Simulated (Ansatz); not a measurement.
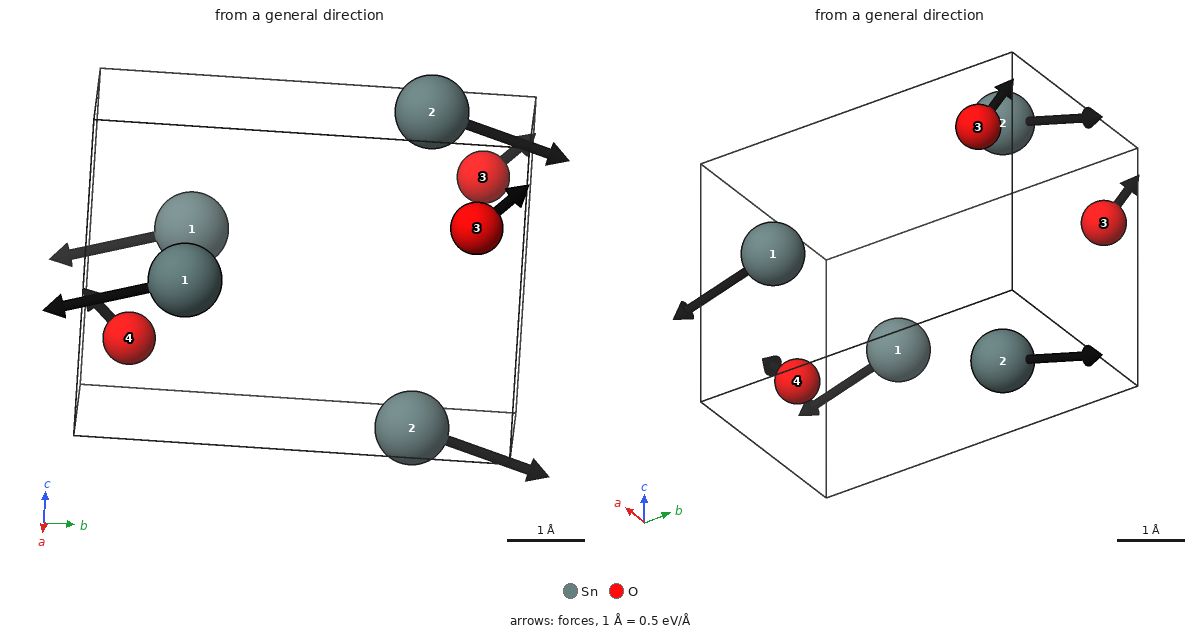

Structure drawing (spheres-only), viewed from two general directions. Thin lines show the simulation cell, with boundary atoms drawn in all their periodic places. The arrows are the computed forces on the atoms.

System: SnO. Results below were computed with DFT r2SCAN, scalar-relativistic, plane waves, PAW in Ansatz; the settings were wavefunction cutoff 500 eV, k-mesh 8×6×6, Gaussian smearing of 0.05 eV, no spin polarisation.

Do the forces show a relaxed structure?

No. The atoms still feel forces of up to about 0.73 eV/Å, far above a usual threshold of 0.01 to 0.03 eV/Å.

Which atom has the biggest force on it?

Sn1 and Sn2, about 0.73 eV/Å.

State the average force for each kind of atom.

Mean magnitudes: about Sn 0.73 eV/Å, O 0.29 eV/Å.

It goes back to a structure listed in the Materials Project. The cell was then strained or its atoms displaced on purpose. It went into a calculation with Ansatz.
